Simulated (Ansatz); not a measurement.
# A series of single points on Ta3N

System: Ta3N (P3m1, 4 atoms in the cell).
Method: DFT PBE, scalar-relativistic, plane waves, PAW, no spin polarisation (Ansatz 0.2.0).

The 6 runs differ only in the geometry, by a shift of atoms along one path in a fixed cell. The shift s is measured from run 4: Ta2 moves along the Cartesian direction (0.00, 0.00, −1.00). The structure derives from a Materials Project entry.

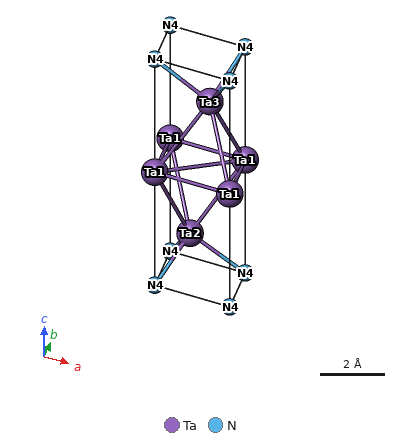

Figure 1. The structure of run 4 (ball-and-stick view of the cell of the calculation, seen at an oblique angle; atoms are numbered from 1 in the order of the input). An atom can appear more than once, as a periodic image.

## Input of run 4
```yaml
crystal:
  lattice:
    - [3.0217748255, 0.0, 0.0]
    - [-1.5108874128, 2.6169337634, 0.0]
    - [0.0, 0.0, 7.5575881873]
  atoms:
    - { symbol: Ta, position: [0.0, 0.0, 0.5] }
    - { symbol: Ta, position: [0.3333333333, 0.6666666667, 0.1616864937] }
    - { symbol: Ta, position: [0.6666666667, 0.3333333333, 0.8264049453] }
    - { symbol: "N", position: [0.0, 0.0, 0.0] }
basis:
  ecutwfc: 420
kpoints:
  mp_grid: { grid: [18, 18, 6] }
hamiltonian:
  xc: pbe
scf:
  occupations: { method: gaussian, width: 0.15 }
output:
  forces: true
  stress: true
  eigenvalues: true
```

Command:
```bash
ansatz run input.yaml --threads 1 --pin off --max-ram 2560MiB --backend cpu --events-out ev --progress --plain --runs-dir out
```

Lattice vectors (Å) and fractional positions of run 4:
```
   3.021775    0.000000    0.000000
  -1.510887    2.616934    0.000000
   0.000000    0.000000    7.557588
Ta  0.000000  0.000000  0.500000
Ta  0.333333  0.666667  0.161686
Ta  0.666667  0.333333  0.826405
N   0.000000  0.000000  0.000000
```

Run 3 differs from it as follows:
```diff
-    - { symbol: Ta, position: [0.3333333333, 0.6666666667, 0.1616864937] }
+    - { symbol: Ta, position: [0.3333333333, 0.6666666667, 0.1974121767] }
```

## Results, with one run withheld

| run | shift s of Ta2 (Å) | free energy per atom, from the lowest run given (meV) | pressure (GPa) | force along the path (eV/Å) |
| --- | --- | --- | --- | --- |
| 1 | −0.4500 | 221.96 | 2.25 | 4.687 |
| 2 | −0.3600 | 124.90 | 0.27 | 3.918 |
| 3 | −0.2700 | ? | ? | ? |
| 4 | 0.0000 | 0.00 | 2.12 | −1.390 |
| 5 | 0.0900 | 47.47 | 5.40 | −2.836 |
| 6 | 0.1800 | 128.20 | 9.88 | −4.364 |

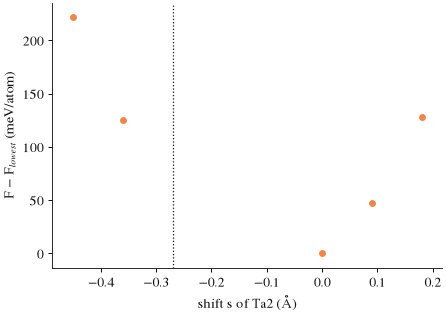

Figure 2. Free energy per atom of the runs given; the dotted line marks run 3.

Fit the runs given and predict run 3.

A cubic polynomial in the coordinate, fitted to the 5 runs given, misses them by at most 0.68 meV per atom. With x = s + 0.1080, it reads F = −11.47 − 98.283 x + 1882.3 x² + 506.18 x³ (meV per atom). At run 3 it gives 51.70 meV per atom, and the run itself gives 48.54. The slope of the fit gives a force −dF/ds of 2.673 eV/Å along the path (summed over the atoms that move), and the printed forces give 2.810 eV/Å. The fit has its minimum at s = −0.0822 Å. The miss comes from the order of the polynomial or from scatter in that run; these data can't tell which.

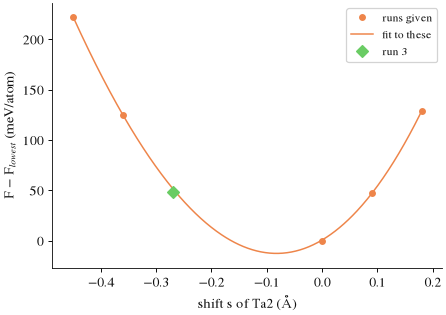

Figure 3. The fit and the withheld run.

## Output, shortened to warnings, some set-up lines, iterations and results (run 3)
```
Basis set: ecut = 420 eV, 1189 PW (Γ), exchange–correlation on 48×48×108 points (8 copies of the dense FFT grid, shifted against one another)
Symmetry: 6 space group operations
k-points: 202 of 1944 (time reversal used)
Initial density: superposition of atomic densities (neutral atoms: chi_scale 0, normalization atom), corrected by the library's trained network
[...]
SCF iter   1: F=—  HF=-30182.379925 eV  |F-HF|=—  |Δ(HF+E_count)|=         —  Δρ=1.24e-2  dr2=4.78e-1  ethr=1.77e-3  ⟨swp⟩=4.8  Hψ=22324  notcnv=0
SCF iter   2: F=—  HF=-30182.345449 eV  |F-HF|=—  |Δ(HF+E_count)|=   3.45e-2  Δρ=4.56e-3  dr2=2.06e-2  ethr=1.09e-3  ⟨swp⟩=1.0  Hψ=7071  notcnv=0
SCF iter   3: F=—  HF=-30182.343132 eV  |F-HF|=—  |Δ(HF+E_count)|=   2.32e-3  Δρ=2.43e-3  dr2=4.63e-3  ethr=4.67e-5  ⟨swp⟩=1.0  Hψ=5449  notcnv=0
SCF iter   4: F=—  HF=-30182.342135 eV  |F-HF|=—  |Δ(HF+E_count)|=   9.96e-4  Δρ=4.45e-4  dr2=1.13e-4  ethr=1.05e-5  ⟨swp⟩=2.0  Hψ=6766  notcnv=0
SCF iter   5: F=—  HF=-30182.342113 eV  |F-HF|=—  |Δ(HF+E_count)|=   2.20e-5  Δρ=2.22e-4  dr2=4.13e-5  ethr=2.56e-7  ⟨swp⟩=2.0  Hψ=7450  notcnv=0
SCF iter   6: F=—  HF=-30182.342118 eV  |F-HF|=—  |Δ(HF+E_count)|=   5.28e-6  Δρ=5.33e-5  dr2=7.49e-6  ethr=9.39e-8  ⟨swp⟩=2.0  Hψ=7206  notcnv=0
SCF iter   7: F=—  HF=-30182.342118 eV  |F-HF|=—  |Δ(HF+E_count)|=   4.81e-7  Δρ=1.43e-5  dr2=2.41e-7  ethr=1.70e-8  ⟨swp⟩=2.0  Hψ=6053  notcnv=0
SCF iter   8: F=-30182.342118 eV  HF=-30182.342118 eV  |F-HF|=3.34e-8  |Δ(HF+E_count)|=   4.29e-8  Δρ=5.14e-6  dr2=4.16e-8  ethr=2.27e-10  ⟨swp⟩=5.0  Hψ=18971  notcnv=0
SCF 1 converged in 8 iterations: F = -30182.342118 eV  dr2 = 4.16e-8
SCF converged after 8 iterations
Free energy (F): -30182.342118 eV
Harris-Foulkes:  -30182.342118 eV  (|F-HF|=3.34e-8)
Internal energy: -30182.302439 eV  (E = F + TS)
E sigma→0 (E₀):  -30182.322278 eV
Entropy (-TS):   -0.039679 eV (-9.920 meV/atom)
Fermi energy:    18.883882 eV
--- Per-component energies (eV) ---
  E_band       = -294.677004
  E_kinetic    = 1227.490604
  E_local      = -1810.194389  (includes V_loc(G=0)·N_el)
  E_nonlocal   = 87.536932
  E_hartree    = 623.293803
  E_xc         = -715.630604
  E_vxc        = -688.774221  (∫ρ·V_xc dr)
  E_paw        = -25316.538089  (= ΣΔE_a)
  E_vpaw       = -357.323432  (= ΣTr[D̂ρ^β])
  E_aug_tail   = 0.000527  (compensation charges beyond the density's cutoff)
  E_ewald      = -4278.261223
  E_smearing   = -0.039679  (= −TS)
  E_closure    = 0.000000  (closes the sum)
  Σ components = -30182.342118   (vs F -30182.342118, Δ=0.00e0)
--- Forces (eV/Å), atoms counted from 1 ---
  atom   1  Ta     0.00000000    -0.00000000     1.40898117
  atom   2  Ta     0.00000000     0.00000000    -2.80958329
  atom   3  Ta    -0.00000000    -0.00000000     0.34517985
  atom   4  N      0.00000000     0.00000000     1.05519113
  max |Σ_I F_I| component: 2.31e-4 eV/Å
--- Stress (GPa, compression-positive) ---
       -1.567342       0.000000       0.000000
        0.000000      -1.567342      -0.000000
        0.000000      -0.000000       0.569075
  P = ⅓ Tr σ = -0.8552 GPa (-8.552 kbar)
```

Notes: Spin–orbit coupling is left out, which matters for Ta.
